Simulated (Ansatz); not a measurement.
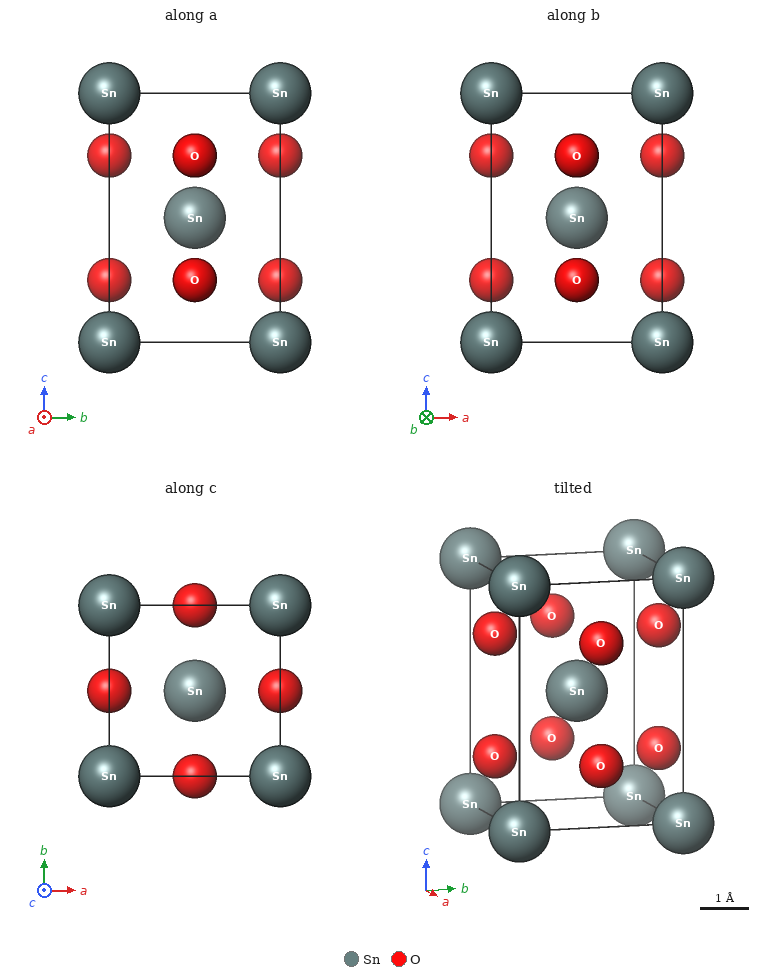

Spheres-only representation of a periodic structure, projected along the a axis, along the b axis, along the c axis and slightly off an axis. The edges of the conventional unit cell are marked.

Lattice parameters: a = 3.583 Å, b = 3.583 Å, c = 5.219 Å, α = 90.00°, β = 90.00°, γ = 90.00°. Put a along x and b in the xy plane.

Express the structure as a POSCAR file.

Answer.
```
Sn O
1.0
     3.583    0.000    0.000
     0.000    3.583    0.000
     0.000    0.000    5.219
Sn O
2 4
Direct
  0.0000 0.0000 0.0000
  0.5000 0.5000 0.5000
  0.0000 0.5000 0.2500
  0.5000 0.0000 0.2500
  0.5000 0.0000 0.7500
  0.0000 0.5000 0.7500
```

Its origin is a structure type filled with these elements by a generator (whether the compound takes this form wasn't checked). The cell was then strained or its atoms displaced on purpose. An electronic-structure calculation with Ansatz was run on it.

At this level of theory the cell isn't at rest (stretched, at -9 GPa), so its distances can differ from those at equilibrium, the more so the softer the solid.
